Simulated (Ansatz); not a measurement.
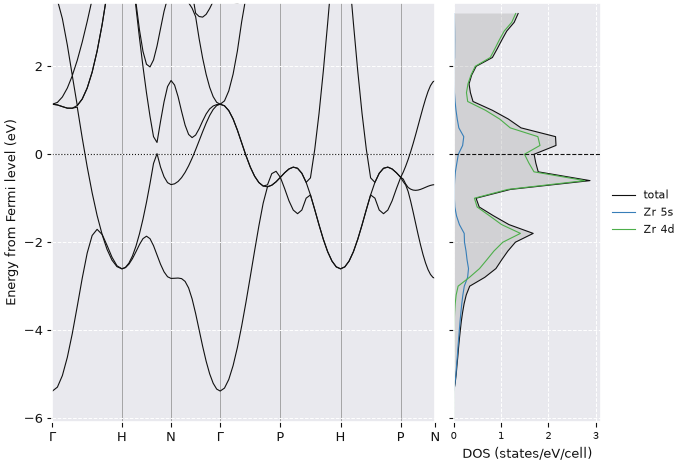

Describe the figure.

Band structure and density of states of Zr, space group Im-3m (No. 229), 1 atom in the cell. Level of theory: DFT, PBE, PAW with Ansatz's default frozen-core files, scalar-relativistic, no spin polarisation, 16×16×16 k mesh, 420 eV cutoff; code Ansatz 0.2.0. Energies are counted from the Fermi level. The path runs straight from each named point to the next. The partial curves are projected on Löwdin-orthogonalised atomic shells.

A metal: 2 bands cross the Fermi level along this path. At N the nearest levels lie 0.69 eV below and 1.68 eV above the Fermi level. The density of states at the Fermi level is about 1.9 per eV and cell (mean within 0.25 eV). By projected weight, the states within 0.3 eV of the Fermi level are Zr 4d almost alone.

The run has no spin polarisation, and a density of states this high at the Fermi level may favour a magnetic state.
